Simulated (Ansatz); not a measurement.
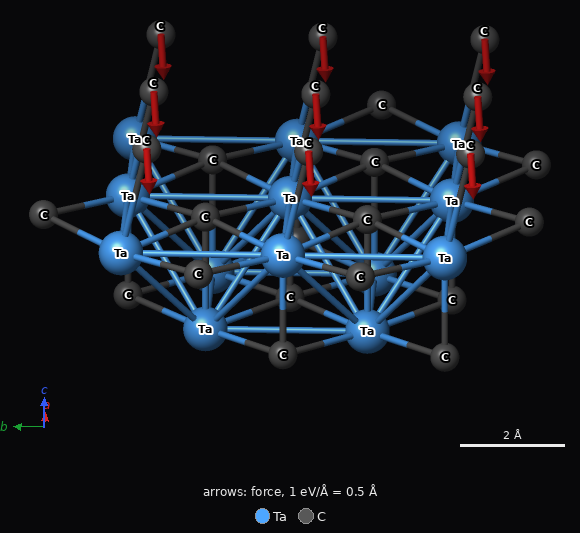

Starting geometry of a slab of composition Ta4C5 (cut from the Fm-3m phase) with the computed forces as red arrows. Style: ball-and-stick. Shown: the atoms within 5.8 Å of the atom that moves most (axes of the 2 × 3 repeat of the cell, outlined in the plane, without the vacuum), from a free direction.

Case: C over the place (1/3, 1/3) of the surface cell, its height relaxed. The slab is the (1 0 0) face of TaC with C on it. 8 atoms are held fixed.

Computed with DFT PBEsol, scalar-relativistic, plane waves, PAW (Ansatz). (plane-wave cutoff 420 eV; k-point mesh 9 × 9 × 1; occupations gaussian; smearing width 0.1 eV; no spin polarisation; dipole correction; atoms relaxed in a fixed cell; force threshold 0.02 eV/Å; at most 25 steps)

> Is this structure relaxed? If not, where do the atoms go?

It isn't relaxed: the largest force vector, on a C atom, is 1.85 eV/Å. The atoms end up moving mostly along the starting forces (cosine between the two patterns 1.00). A C atom moves most: 0.45 Å along the normal (−c). Ta stays in place. The lattice vectors keep their values. Some distances before and after: C–Ta 2.471 → 2.049 Å. The energy falls by 0.628 eV per cell of the calculation in 4 accepted moves (5 points after the start). Largest force component: 1.8 eV/Å at the start, 0.0015 eV/Å at the end. 1 step only repeated the SCF at the same geometry. Cost: 41 s on 2 threads of Intel(R) Xeon(R) 6975P-C (Granite Rapids) (shared host), peak memory 0.66 GiB.

Limits of the set-up: the periodic images lie only 3.1 Å apart, so the values are limited by the cell's size.
